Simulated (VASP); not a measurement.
Run report: TaH5, geometry relaxation (part 2 of 2)

The same run, continued: TaH5 (6 atoms in the cell); Kohn-Sham DFT of a periodic cell, PBE, VASP PAW PBE potentials, recommended, no spin polarisation (VASP 6.6.1); cutoff 600 eV, 12×12×12 k-mesh, Gaussian smearing of 0.1 eV. The structure was made by swapping elements on the sites of another compound; it need not be a known phase. It belongs to a series of runs on one base structure; here: species swapped into the KAu5 type (P6/mmm, No. 191).

Geometry of the input (Å; fractional positions):
```
3.4524  0.0000  0.0000
-1.7262  2.9899  0.0000
0.0000  0.0000  2.9483
Ta 0.0000  0.0000  0.0000
H  0.5000  0.0000  0.5000
H  0.5000  0.5000  0.5000
H  -0.0000  0.5000  0.5000
H  0.3333  0.6667  0.0000
H  0.6667  0.3333  0.0000
```

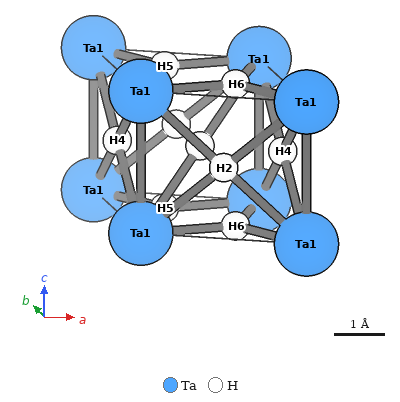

The geometry at step 1 of the log (ball-and-stick view of the cell of the calculation, seen slightly off an axis; atoms are numbered from 1 in the order of the input).

Parts of OUTCAR, continued
```
--------------------------------------- Ionic step        1  -------------------------------------------

 number of electron      16.0000001 magnetization

 Free energy of the ion-electron system (eV)
  ---------------------------------------------------
  ext. energy  EPLUGINS =         0.00000000
  ---------------------------------------------------
  free energy    TOTEN  =       -26.07248328 eV

  energy without entropy =      -26.06995394  energy(sigma->0) =      -26.07121861

------------------------ aborting loop because EDIFF is reached ----------------------------------------

  FORCE on cell =-STRESS in cart. coord.  units (eV):
  Direction    XX          YY          ZZ          XY          YZ          ZX
  --------------------------------------------------------------------------------------
  -------------------------------------------------------------------------------------
  Total       -0.4314598     -0.4314598      0.9703476     -0.0000000      0.0000000      0.0000000
  in kB      -22.7143448    -22.7143448     51.0842795     -0.0000000      0.0000000      0.0000000
  external PRESSURE =       1.8851966 kB  Pullay stress =       0.0000000 kB

 VOLUME and BASIS-vectors are now :
 -----------------------------------------------------------------------------
  energy-cutoff  :      600.00
  volume of cell :       30.43
      direct lattice vectors                 reciprocal lattice vectors
     3.452405180  0.000000000  0.000000000     0.289653140  0.167231318  0.000000000
    -1.726202590  2.989870590  0.000000000     0.000000000  0.334462636  0.000000000
     0.000000000  0.000000000  2.948332875     0.000000000  0.000000000  0.339174728

 POSITION                                       TOTAL-FORCE (eV/Angst)
 -----------------------------------------------------------------------------------
      0.00000      0.00000      0.00000        -0.000000      0.000000     -0.000000
      1.72620      0.00000      1.47417        -0.000000      0.000000     -0.000000
      0.86310      1.49494      1.47417        -0.000000      0.000000     -0.000000
     -0.86310      1.49494      1.47417        -0.000000      0.000000     -0.000000
     -0.00000      1.99325      0.00000        -0.000000      0.000000      0.000000
      1.72620      0.99662      0.00000         0.000000     -0.000000     -0.000000
 -----------------------------------------------------------------------------------
    total drift:                               -0.000000      0.000000     -0.000000

  FREE ENERGIE OF THE ION-ELECTRON SYSTEM (eV)
  ---------------------------------------------------
  free  energy   TOTEN  =       -26.0724832786 eV

  energy  without entropy=      -26.0699539389  energy(sigma->0) =      -26.07121861

--------------------------------------- Ionic step        2  -------------------------------------------

 number of electron      16.0000001 magnetization

------------------------ aborting loop because EDIFF is reached ----------------------------------------

  FORCE on cell =-STRESS in cart. coord.  units (eV):
  Direction    XX          YY          ZZ          XY          YZ          ZX
  --------------------------------------------------------------------------------------
  -------------------------------------------------------------------------------------
  Total       -0.2004469     -0.2004469      0.4874685     -0.0000000      0.0000000     -0.0000000
  in kB      -10.5439304    -10.5439304     25.6418737     -0.0000000      0.0000000     -0.0000000
  external PRESSURE =       1.5180043 kB  Pullay stress =       0.0000000 kB

 VOLUME and BASIS-vectors are now :
 -----------------------------------------------------------------------------
  energy-cutoff  :      600.00
  volume of cell :       30.46
      direct lattice vectors                 reciprocal lattice vectors
     3.440428347 -0.000000000  0.000000000     0.290661481  0.167813485 -0.000000000
    -1.720214174  2.979498349 -0.000000000     0.000000000  0.335626969 -0.000000000
     0.000000000  0.000000000  2.971335840    -0.000000000 -0.000000000  0.336548964

 POSITION                                       TOTAL-FORCE (eV/Angst)
 -----------------------------------------------------------------------------------
      3.44043     -0.00000      2.97134        -0.000000      0.000000      0.000000
      1.72021     -0.00000      1.48567        -0.000000      0.000000      0.000000
      0.86011      1.48975      1.48567        -0.000000      0.000000      0.000000
      2.58032      1.48975      1.48567        -0.000000      0.000000      0.000000
     -0.00000      1.98633     -0.00000        -0.000000     -0.000000      0.000000
      1.72021      0.99317      2.97134         0.000000      0.000000     -0.000000
 -----------------------------------------------------------------------------------
    total drift:                               -0.000000      0.000000      0.000000

  FREE ENERGIE OF THE ION-ELECTRON SYSTEM (eV)
  ---------------------------------------------------
  free  energy   TOTEN  =       -26.0803320213 eV

  energy  without entropy=      -26.0773904442  energy(sigma->0) =      -26.07886123

--------------------------------------- Ionic step        3  -------------------------------------------

 number of electron      16.0000001 magnetization

 Free energy of the ion-electron system (eV)
  ---------------------------------------------------
  ext. energy  EPLUGINS =         0.00000000
  ---------------------------------------------------
  free energy    TOTEN  =       -26.08289970 eV

  energy without entropy =      -26.07957004  energy(sigma->0) =      -26.08123487

 E-fermi :   5.6347     XC(G=0): -12.2122     alpha+bet :-12.3876

 val. band max:        5.6344252961   @ k =   0.2500   0.1667   0.0833
 cond. band min:       5.6386994832   @ k =   0.2500   0.0000   0.4167
 fundamental gap:      0.0042741871
 Fermi energy:         5.6347057168

 k-point     1 :       0.0000    0.0000    0.0000
  band No.  band energies     occupation
      1     -29.7527      2.00000
      2     -29.7527      2.00000
      3     -29.4223      2.00000
      4      -8.5189      2.00000
      5       0.2970      2.00000
      6       2.0068      2.00000
      7       2.0068      2.00000
      8       4.0514      2.00000
      9       8.2449      0.00000
     10       8.2449      0.00000
     11      10.4497      0.00000
     12      12.0553      0.00000

 k-point     2 :       0.0833    0.0000    0.0000
  band No.  band energies     occupation
      1     -29.7718      2.00000
      2     -29.7567      2.00000
      3     -29.4208      2.00000
      4      -8.3653      2.00000
      5       0.3967      2.00000
      6       1.0730      2.00000
      7       2.1332      2.00000
      8       5.1756      2.00000
      9       7.9700      0.00000
     10       8.2111      0.00000
     11      10.0388      0.00000
     12      11.4760      0.00000

 k-point     3 :       0.1667    0.0000    0.0000
  band No.  band energies     occupation
      1     -29.8235      2.00000
      2     -29.7676      2.00000
      3     -29.4167      2.00000
      4      -7.9187      2.00000
      5      -0.2584      2.00000
      6       0.6772      2.00000
      7       2.5017      2.00000
      8       6.8953      0.00000
      9       7.3863      0.00000
     10       8.1203      0.00000
     11       9.0282      0.00000
     12      10.5369      0.00000

 k-point     4 :       0.2500    0.0000    0.0000
  band No.  band energies     occupation
      1     -29.8931      2.00000
      2     -29.7824      2.00000
      3     -29.4111      2.00000
      4      -7.2208      2.00000
      5      -1.4500      2.00000
      6       1.0608      2.00000
      7       3.0788      2.00000
      8       6.7918      0.00000
      9       7.0034      0.00000
     10       8.0004      0.00000
     11       9.5393      0.00000
     12       9.6202      0.00000

 k-point     5 :       0.3333    0.0000    0.0000
  band No.  band energies     occupation
      1     -29.9616      2.00000
      2     -29.7972      2.00000
      3     -29.4055      2.00000
      4      -6.3388      2.00000
      5      -2.4840      2.00000
      6       1.3758      2.00000
      7       3.7975      2.00000
      8       6.2985      0.00000
      9       6.3198      0.00000
     10       7.8845      0.00000
     11       8.5998      0.00000
     12       9.4795      0.00000

 [... the levels of 18 k-points are left out ...]

 k-point    24 :       0.3333    0.0000    0.0833
  band No.  band energies     occupation
      1     -29.9568      2.00000
      2     -29.7935      2.00000
      3     -29.4417      2.00000
      4      -6.2316      2.00000
      5      -2.4086      2.00000
      6       1.4536      2.00000
      7       3.7724      2.00000
      8       4.8049      2.00000
      9       7.3080      0.00000
     10       7.7272      0.00000
     11       9.2213      0.00000
     12       9.3707      0.00000

 [... further k-points ...]

------------------------ aborting loop because EDIFF is reached ----------------------------------------

  FORCE on cell =-STRESS in cart. coord.  units (eV):
  Direction    XX          YY          ZZ          XY          YZ          ZX
  --------------------------------------------------------------------------------------
  -------------------------------------------------------------------------------------
  Total        0.0440820      0.0440820      0.0155909      0.0000000      0.0000000     -0.0000000
  in kB        2.3170328      2.3170328      0.8194851      0.0000000      0.0000000     -0.0000000
  external PRESSURE =       1.8178502 kB  Pullay stress =       0.0000000 kB

 VOLUME and BASIS-vectors are now :
 -----------------------------------------------------------------------------
  energy-cutoff  :      600.00
  volume of cell :       30.48
      direct lattice vectors                 reciprocal lattice vectors
     3.427983264 -0.000000000  0.000000000     0.291716710  0.168422721 -0.000000000
    -1.713991632  2.968720590 -0.000000000     0.000000000  0.336845442 -0.000000000
     0.000000000  0.000000000  2.995238136    -0.000000000 -0.000000000  0.333863271

 POSITION                                       TOTAL-FORCE (eV/Angst)
 -----------------------------------------------------------------------------------
     -1.71399      2.96872     -0.00000        -0.000000     -0.000000      0.000000
      0.00000      2.96872      1.49762        -0.000000     -0.000000      0.000000
      0.85700      1.48436      1.49762        -0.000000     -0.000000      0.000000
     -0.85700      1.48436      1.49762        -0.000000     -0.000000      0.000000
     -0.00000      1.97915     -0.00000         0.000000     -0.000000      0.000000
      1.71399      0.98957      0.00000        -0.000000      0.000000     -0.000000
 -----------------------------------------------------------------------------------
    total drift:                               -0.000000      0.000000     -0.000000

  FREE ENERGIE OF THE ION-ELECTRON SYSTEM (eV)
  ---------------------------------------------------
  free  energy   TOTEN  =       -26.0828997042 eV

  energy  without entropy=      -26.0795700446  energy(sigma->0) =      -26.08123487

 reached required accuracy - stopping structural energy minimisation
```

CONTCAR
```
TaH5
   1.00000000000000
     3.4279832641092072   -0.0000000000004084    0.0000000000000000
    -1.7139916320053108    2.9687205904698151   -0.0000000000000000
     0.0000000000000000    0.0000000000000000    2.9952381357081146
  Ta              H
     1     5
Direct
     0.0000000000000000    1.0000000000000000    0.0000000000000000
     0.5000000000000000    1.0000000000000000    0.5000000000000000
     0.5000000000000000    0.5000000000000000    0.5000000000000000
     0.0000000000000000    0.5000000000000000    0.5000000000000000
     0.3333333332999970    0.6666666667000030    0.0000000000000000
     0.6666666667000030    0.3333333332999970    0.0000000000000000

  0.00000000E+00  0.00000000E+00  0.00000000E+00
  0.00000000E+00  0.00000000E+00  0.00000000E+00
  0.00000000E+00  0.00000000E+00  0.00000000E+00
  0.00000000E+00  0.00000000E+00  0.00000000E+00
  0.00000000E+00  0.00000000E+00  0.00000000E+00
  0.00000000E+00  0.00000000E+00  0.00000000E+00
```

Trajectory as extended XYZ (Å, eV, eV/Å), 3 frames, from step=0 to step=2
```
6
Lattice="3.4524 0.0000 0.0000 -1.7262 2.9899 0.0000 0.0000 0.0000 2.9483" Properties=species:S:1:pos:R:3:forces:R:3 step=0 energy=-26.07248
Ta    0.0000    0.0000    0.0000    0.0000   0.0000   0.0000
H     1.7262    0.0000    1.4742    0.0000   0.0000   0.0000
H     0.8631    1.4949    1.4742    0.0000   0.0000   0.0000
H    -0.8631    1.4949    1.4742    0.0000   0.0000   0.0000
H     0.0000    1.9932    0.0000    0.0000   0.0000   0.0000
H     1.7262    0.9966    0.0000    0.0000   0.0000   0.0000
6
Lattice="3.4404 -0.0000 0.0000 -1.7202 2.9795 -0.0000 0.0000 0.0000 2.9713" Properties=species:S:1:pos:R:3:forces:R:3 step=1 energy=-26.08033
Ta    3.4404    0.0000    2.9713    0.0000   0.0000   0.0000
H     1.7202    0.0000    1.4857    0.0000   0.0000   0.0000
H     0.8601    1.4897    1.4857    0.0000   0.0000   0.0000
H     2.5803    1.4897    1.4857    0.0000   0.0000   0.0000
H     0.0000    1.9863    0.0000    0.0000   0.0000   0.0000
H     1.7202    0.9932    2.9713    0.0000   0.0000   0.0000
6
Lattice="3.4280 -0.0000 0.0000 -1.7140 2.9687 -0.0000 0.0000 0.0000 2.9952" Properties=species:S:1:pos:R:3:forces:R:3 step=2 energy=-26.08290
Ta   -1.7140    2.9687    0.0000    0.0000   0.0000   0.0000
H     0.0000    2.9687    1.4976    0.0000   0.0000   0.0000
H     0.8570    1.4844    1.4976    0.0000   0.0000   0.0000
H    -0.8570    1.4844    1.4976    0.0000   0.0000   0.0000
H     0.0000    1.9791    0.0000    0.0000   0.0000   0.0000
H     1.7140    0.9896    0.0000    0.0000   0.0000   0.0000
```

Summary

| quantity | value |
| --- | --- |
| outcome | converged |
| space group (tolerance 0.01 Å) | P6/mmm (191) |
| electrons treated | 16 |
| free energy | −26.0829 eV |
| Fermi energy | 5.635 eV |
| gap on the k-point mesh | none (metallic) |
| pressure | 0.18 GPa |
| final volume | 30.48 Å³ |
| largest force (length of the vector) at the end | under 0.001 eV/Å |
| final cell | a = 3.428 Å, b = 3.428 Å, c = 2.995 Å, α = 90.00°, β = 90.00°, γ = 120.00° |
| hardware | 1 thread of Intel Xeon (Sapphire Rapids), 64 GiB of memory available, shared host |
| wall time | 57 s |
| peak memory | 0.2 GiB |

Notes

Spin–orbit coupling is left out, which matters for Ta.
